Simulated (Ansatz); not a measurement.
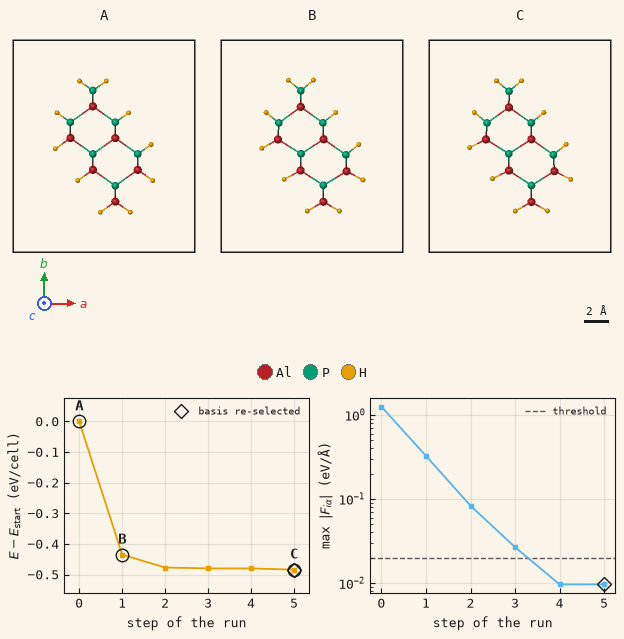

Frames of a relaxation of a wire of composition Al3P3H5, marked on the history of the run. A ball-and-stick model of the 2 repeat of the cell, with the vacuum cut short, seen along the c axis.

Case: wire along [1 1 0], 12 atoms a period, capped with H.

Theory: DFT PBE, scalar-relativistic, plane waves, PAW in Ansatz 0.2.0. Set-up: plane-wave cutoff 420 eV; k-point mesh 1 × 1 × 9; occupations gaussian; smearing width 0.05 eV; no spin polarisation; cell relaxed at fixed a, b, alpha, beta, gamma; force threshold 0.02 eV/Å; at most 45 steps.

Q: Describe the path.

A: The largest moves relative to the centre of the atoms, 0.20 Å, are those of H atoms. By element the largest moves are H 0.20 Å, Al 0.13 Å, P 0.08 Å. Along the periodic axis the drawn cell goes c 7.788 → 7.935 Å (+1.9 %). Some distances before and after: Al–P 2.385 → 2.464 Å, Al–P 2.385 → 2.323 Å, Al–P 2.385 → 2.424 Å, Al–H 1.600 → 1.587 Å. Among the angles between lasting bonds that change: P–Al–H 109.5° → 121.7°, H–Al–H 109.5° → 121.7°, P–Al–H 109.5° → 120.5°. Over 4 accepted moves (5 points after the start) the energy falls by 0.484 eV per cell of the calculation. The largest force component goes from 1.3 to 0.0096 eV/Å. The SCF was repeated once at an unchanged geometry on a basis and grid sized afresh for the cell, which shifted the energy by 3.7 meV per cell of the calculation at most. The run took 3.1 min on 4 threads of Intel(R) Xeon(R) Processor @ 2.50GHz (Skylake/Cascade Lake) (shared host), peak memory 2 GiB. From step 0 to 1: an H atom moves most (0.19 Å), energy −0.435 eV per cell of the calculation. From step 1 to 5: an H atom moves most (0.08 Å), energy −48.7 meV per cell of the calculation.

```
step  E − E(0), meV/atom  largest force component, eV/Å                      note
   0                0.00                         1.2527                          
   1              -19.78                         0.3252                          
   2              -21.68                         0.0832                          
   3              -21.81                         0.0268                          
   4              -21.83                         0.0096                          
   5              -21.99                         0.0096  same geometry, new basis
```
